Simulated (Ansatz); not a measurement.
A series of calculations on Al₂Cu

**1. Relaxation**

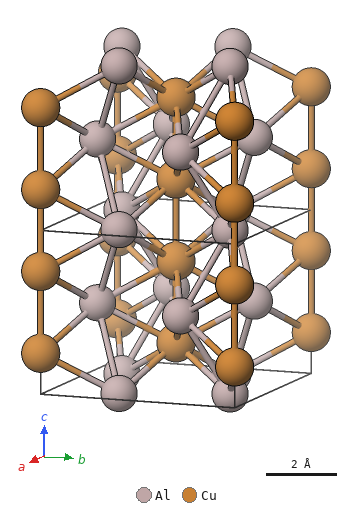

Starting structure of solid Al$_{2}$Cu (set up in I4/mcm). A ball-and-stick model of the conventional cell (2 times the calculation's cell), repeated 1 × 1 × 2 with one cell outlined, seen slightly off an axis. Lengths and directions refer to the drawn axes.

Theory: Ansatz, DFT PBEsol, scalar-relativistic, plane waves, PAW.

Input
```yaml
crystal:
  lattice:
    - [-2.9988978291, 2.9988978291, 2.3927372905]
    - [2.9988978291, -2.9988978291, 2.3927372905]
    - [2.9988978291, 2.9988978291, -2.3927372905]
  atoms:
    - { symbol: Al, position: [0.84139308, 0.65860692, 0.5] }
    - { symbol: Al, position: [0.65860692, 0.15860692, 0.81721383] }
    - { symbol: Al, position: [0.34139308, 0.84139308, 0.18278617] }
    - { symbol: Al, position: [0.15860692, 0.34139308, 0.5] }
    - { symbol: Cu, position: [0.25, 0.25, 0.0] }
    - { symbol: Cu, position: [0.75, 0.75, 0.0] }
basis:
  ecutwfc: 420
kpoints:
  mp_grid: { grid: [10, 10, 10] }
hamiltonian:
  xc: pbesol
scf:
  occupations: { method: gaussian, width: 0.1 }
output:
  forces: true
  stress: true
  eigenvalues: true
relax:
  adjacent_minimum: "off"
  f_tol: 0.005
  max_steps: 80
  cell: { stress_tol: 0.05 }
```

Run as
```bash
ansatz run input.yaml --threads 1 --pin off --max-ram 2560MiB --backend cpu --events-out ev --progress --plain --runs-dir out
```

Predict the outcome.

Answer. The largest moves relative to the cell, 0.006 Å, are those of Al1, Al2, Al3 and Al4. Al4 goes along [−1 1 0]. Cu stays in place. The drawn cell changes as follows: a = b 5.998 → 5.992 Å (−0.1 %), c 4.785 → 4.829 Å (+0.9 %); the volume changes by +0.7 %. Among the contacts that change: Cu5–Cu6 2.393 → 2.414 Å, Al1–Al4 2.851 → 2.862 Å, Al1–Al4 (another image) 2.691 → 2.701 Å. The space group stays I4/mcm (No. 140). The energy falls by 0.6 meV per atom in 4 accepted moves (5 points after the start). Largest force component: 0.012 eV/Å at the start, under 0.0001 eV/Å at the end. Pressure: 0.78 GPa at the start and 0.00 GPa at the end. The SCF was repeated once at an unchanged geometry on a basis and grid sized afresh for the cell, which shifted the energy by less than 0.05 meV per atom at most.

After the run, drawn alike:

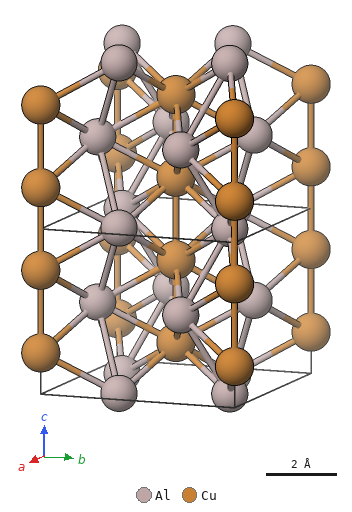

**2. Relaxation**

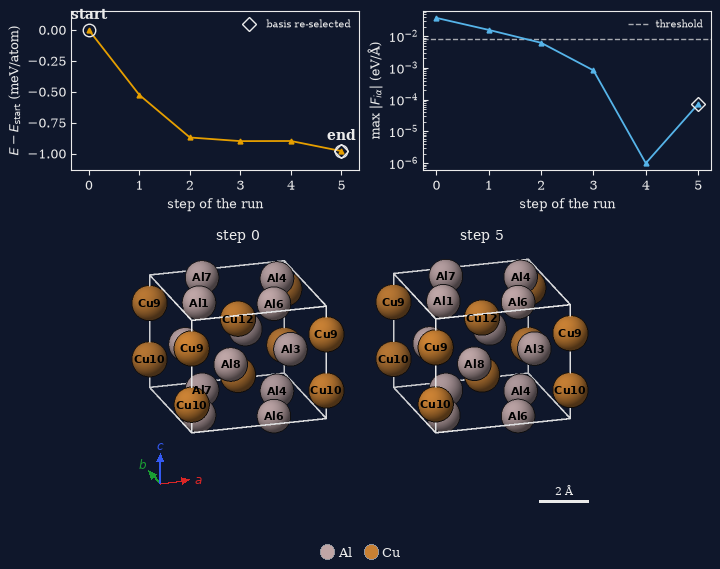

First and last geometry of a relaxation of a crystal of Al₂Cu (set up in I4/mcm), with the history of the run. The picture is a spheres-only view of the cell of the calculation, seen from a free direction.

Case: biaxial strain in the a-b plane of -3.0 %; c and atoms relaxed.

Level of theory: DFT PBEsol, scalar-relativistic, plane waves, PAW in Ansatz. Settings: plane-wave cutoff 420 eV; k-point mesh 6 × 6 × 8; occupations gaussian; smearing width 0.1 eV; no spin polarisation; cell relaxed at fixed a, b, gamma; force threshold 0.008 eV/Å; at most 40 steps.

### Did the run converge, and what did it change?

It converged. The largest moves relative to the cell, 0.014 Å, are those of Al atoms. Cu stays in place. The drawn cell changes as follows: a = b unchanged at 5.813 Å, c 4.916 → 4.981 Å (+1.3 %); the volume changes by +1.3 %. Some distances before and after: Cu–Cu 2.458 → 2.490 Å, Al–Al 2.639 → 2.668 Å, Al–Al 2.864 → 2.878 Å. The space group stays I4/mcm (No. 140). Over 4 accepted moves (5 points after the start) the energy falls by 1.0 meV per atom. The largest force component goes from 0.038 to under 0.0001 eV/Å. Pressure: 5.51 GPa at the start and 4.02 GPa at the end. The SCF was repeated once at an unchanged geometry on a basis and grid sized afresh for the cell, which shifted the energy by 0.1 meV per atom at most. The run took 88 s on 1 thread of Intel(R) Xeon(R) 6975P-C (Granite Rapids), with other jobs on the host, peak memory 0.73 GiB.

| step | E − E(0), meV/atom | largest force component, eV/Å | pressure, GPa | volume, Å³/atom | note |
| --- | --- | --- | --- | --- | --- |
| 0 | 0.00 | 0.0377 | 5.51 | 13.840 |  |
| 1 | -0.53 | 0.0158 | 5.02 | 13.900 |  |
| 2 | -0.87 | 0.0062 | 3.82 | 14.046 |  |
| 3 | -0.90 | 0.0008 | 4.05 | 14.019 |  |
| 4 | -0.90 | 0.0000 | 4.02 | 14.023 |  |
| 5 | -0.98 | 0.0001 | 4.02 | 14.023 | same geometry, new basis |

**3. A change**

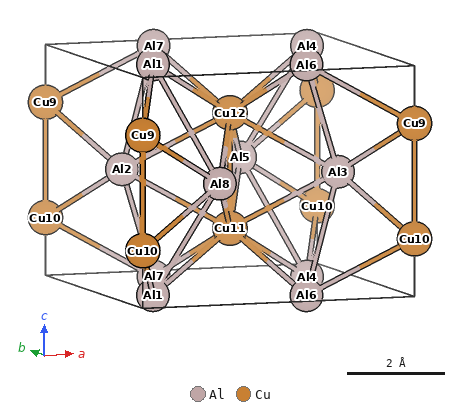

Reference structure: solid Al2Cu (set up in I4/mcm). A ball-and-stick model of the cell of the calculation, seen slightly off an axis.

Method: DFT PBEsol, scalar-relativistic, plane waves, PAW (Ansatz). Settings: plane-wave cutoff 420 eV; k-point mesh 6 × 6 × 8; occupations gaussian; smearing width 0.1 eV; no spin polarisation.

Change: Biaxial strain in the a–b plane, −3.0 %, is applied. The c axis and the atoms are relaxed.

**What does the calculation give for the changed structure?**

The drawn cell changes as follows: a = b 5.992 → 5.813 Å (−3.0 %), c 4.829 → 4.981 Å (+3.1 %); the volume changes by −3.0 %. The largest moves relative to the cell, 0.024 Å, are those of 8 atoms (Al1, Al2, Al3, Al4 and others). Al3 goes along [−1 −1 0]. Cu stays in place. Near-neighbour distances before and after: Cu–Cu 2.414 → 2.490 Å, Al–Cu 2.557 → 2.509 Å, Al–Al 2.701 → 2.668 Å, Al–Al 2.862 → 2.878 Å. The space group stays I4/mcm (No. 140). Energy change: +19.9 meV per atom. The pressure goes from 0.0 to 4.0 GPa. The principal stresses (compression positive) are 0.0 GPa along c and 6.0 GPa across it.

Drawn alike, the variant:

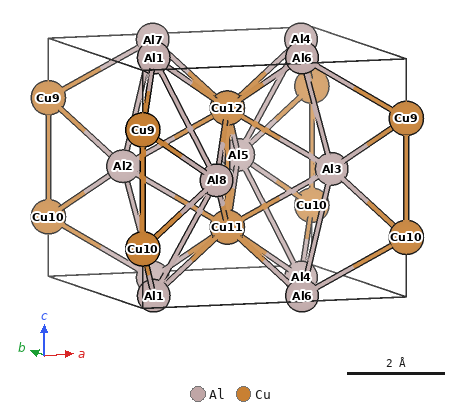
